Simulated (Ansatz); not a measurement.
## Na: 7 runs along one coordinate

System: Na (I4/mmm, 1 atom in the cell).
Method: Kohn-Sham DFT of a periodic cell, PBE, all-electron LAPW, scalar-relativistic, no spin polarisation (Ansatz 0.2.0).

The 7 runs differ only in the geometry, by an even scaling of the cell at fixed fractional positions. The structure derives from a Materials Project entry.

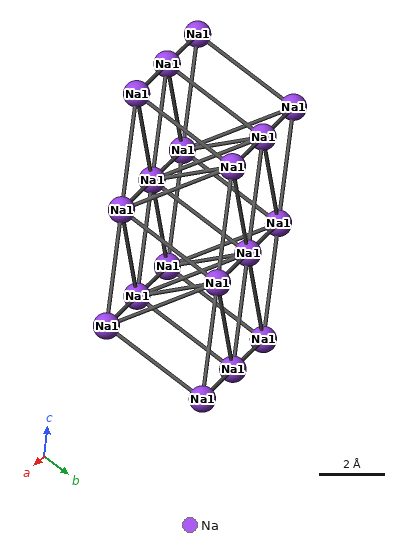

Figure 1. The structure of run 4 (ball-and-stick view of the cell of the calculation, repeated 2 × 1 × 2, seen slightly off an axis; atoms are numbered from 1 in the order of the input).

**Input of run 4**
```yaml
crystal:
  lattice:
    - [-1.88829108, 1.88829108, 2.63727668]
    - [1.88829108, -1.88829108, 2.63727668]
    - [1.88829108, 1.88829108, -2.63727668]
  atoms:
    - { symbol: Na, position: [0.0, 0.0, 0.0] }
kpoints:
  mp_grid: { grid: [10, 10, 10] }
scf:
  occupations: { method: fermi_dirac, width: 0.05 }
hamiltonian:
  xc: pbe
  pseudopotentials: { kind: all_electron, lapw: { basis_error: 0.0005 } }
output:
  forces: true
  stress: true
  eigenvalues: true
```

Command:
```bash
ansatz run input.yaml --threads 1 --pin off --max-ram 3072MiB --backend cpu --events-out ev --progress --plain --runs-dir out
```

Run 3 differs from it as follows:
```diff
-    - [-1.88829108, 1.88829108, 2.63727668]
-    - [1.88829108, -1.88829108, 2.63727668]
-    - [1.88829108, 1.88829108, -2.63727668]
+    - [-1.8756176036, 1.8756176036, 2.6195763032]
+    - [1.8756176036, -1.8756176036, 2.6195763032]
+    - [1.8756176036, 1.8756176036, -2.6195763032]
```

**Results, with one run withheld**

| run | volume per atom (Å³) | free energy per atom, from the lowest run given (meV) | pressure (GPa) |
| --- | --- | --- | --- |
| 1 | 35.357 | 1.96 | 0.41 |
| 2 | 36.110 | 0.49 | 0.22 |
| 3 | 36.862 | ? | ? |
| 4 | 37.614 | 0.00 | −0.10 |
| 5 | 38.367 | 0.81 | −0.24 |
| 6 | 39.119 | 2.26 | −0.37 |
| 7 | 39.871 | 4.28 | −0.49 |

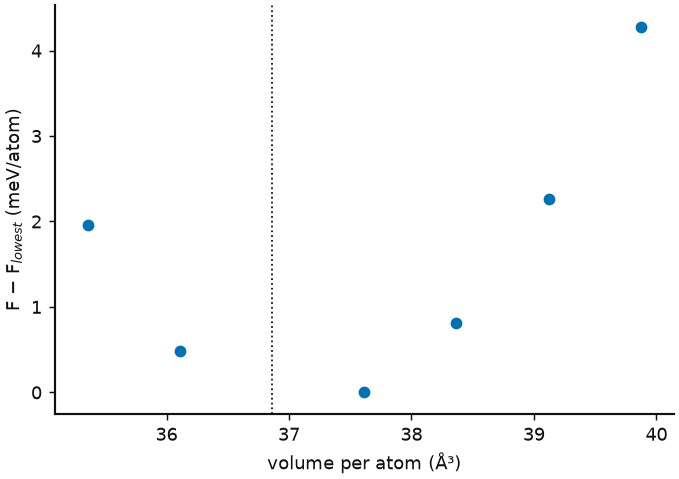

Figure 2. Free energy per atom of the runs given; the dotted line marks run 3.

Fit the runs given and predict run 3.

A cubic polynomial in V^(−2/3) (the Birch–Murnaghan form), fitted to the 6 runs given, misses them by at most 0.01 meV per atom. With x = V^(−2/3) − 0.08897 Å⁻², it reads F = 0.040563 − 461.98 x + 2.5027e+05 x² − 4.5293e+05 x³ (meV per atom). At run 3 it gives −0.14 meV per atom, and the run itself gives −0.13. The slope of the fit gives a pressure −dF/dV of 0.05 GPa there, and the run prints 0.05 GPa. The fit has its minimum at 37.102 Å³ per atom, where V d²F/dV² gives 7.72 GPa. Cell shape and fractional positions are held, so this is the stiffness under even scaling; the relaxed bulk modulus wasn't computed.

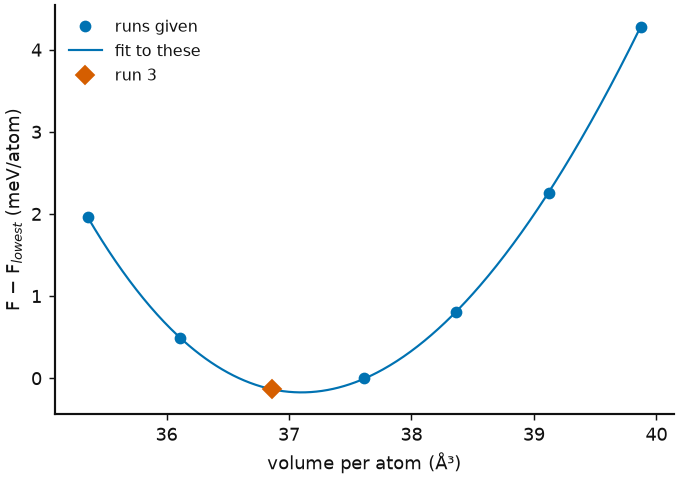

Figure 3. The fit and the withheld run.

**Output, shortened to warnings, some set-up lines, iterations and results (run 3)**
```
Basis set: ecut = 82.3972146120292 eV, 59 PW (Γ), exchange–correlation at level 2
Symmetry: 16 space group operations
k-points: 102 of 1000
Initial density: superposition of atomic densities (chi_scale 0.1, normalization cell)
[...]
SCF iter   1: F=—  HF=-4420.076553 eV  |F-HF|=—  |Δ(HF+E_count)|=         —  Δρ=1.84e-3  dr2=1.68e-3  ethr=1.86e-5  ⟨swp⟩=4.0  Hψ=7626  notcnv=0
SCF iter   2: F=—  HF=-4420.075766 eV  |F-HF|=—  |Δ(HF+E_count)|=   7.87e-4  Δρ=1.25e-3  dr2=8.78e-4  ethr=1.86e-5  ⟨swp⟩=2.0  Hψ=2626  notcnv=0
SCF iter   3: F=—  HF=-4420.075902 eV  |F-HF|=—  |Δ(HF+E_count)|=   1.36e-4  Δρ=2.66e-4  dr2=4.59e-5  ethr=5.11e-7  ⟨swp⟩=2.0  Hψ=4421  notcnv=0
SCF iter   4: F=—  HF=-4420.075872 eV  |F-HF|=—  |Δ(HF+E_count)|=   3.06e-5  Δρ=8.46e-5  dr2=5.04e-6  ethr=5.10e-7  ⟨swp⟩=2.0  Hψ=2626  notcnv=0
SCF iter   5: F=-4420.075875 eV  HF=-4420.075875 eV  |F-HF|=3.29e-8  |Δ(HF+E_count)|=   3.48e-6  Δρ=8.07e-6  dr2=4.46e-8  ethr=5.60e-8  ⟨swp⟩=2.5  Hψ=2673  notcnv=0
SCF 1 converged in 5 iterations: F = -4420.075875 eV  dr2 = 4.46e-8
SCF converged after 5 iterations
Free energy (F): -4420.075875 eV
Harris-Foulkes:  -4420.075875 eV  (|F-HF|=3.29e-8)
Internal energy: -4420.070476 eV  (E = F + TS)
E sigma→0 (E₀):  -4420.073176 eV
Entropy (-TS):   -0.005399 eV (-5.399 meV/atom)
Fermi energy:    1.533831 eV
--- Per-component energies (eV) ---
  E_band       = -242.195505
  E_kinetic    = 4423.038321
  E_xc         = -390.709976
  E_electrostatic = -8452.398822  (all electrons and nuclei)
  E_smearing   = -0.005399  (= −TS)
  E_closure    = 0.000000  (closes the sum)
  E_atoms      = -4418.770368  (free atoms, spherical and without spin; not in F)
  Σ components = -4420.075875   (vs F -4420.075875, Δ=0.00e0)
  Basis errors (estimates in eV, not in F): energy 1.2e-4 per atom: plane waves 1.2e-4 (6.2e-5 summed), levels above the bands 7.3e-82, relativity 4.3e-9, radial functions 1.8e-6, core shells 2.9e-16; eigenvalues (radial functions only) 6.4e-5; not estimated: angular momenta, meshes, grids; target …
--- Forces (eV/Å), atoms counted from 1 ---
  atom   1  Na    -0.00000000     0.00000000     0.00000000
  max |Σ_I F_I| component: 6.16e-33 eV/Å
--- Stress (GPa, compression-positive) ---
        0.067338       0.000000       0.000000
        0.000000       0.067338      -0.000000
        0.000000      -0.000000       0.019333
  P = ⅓ Tr σ = 0.0513 GPa (0.513 kbar)
```
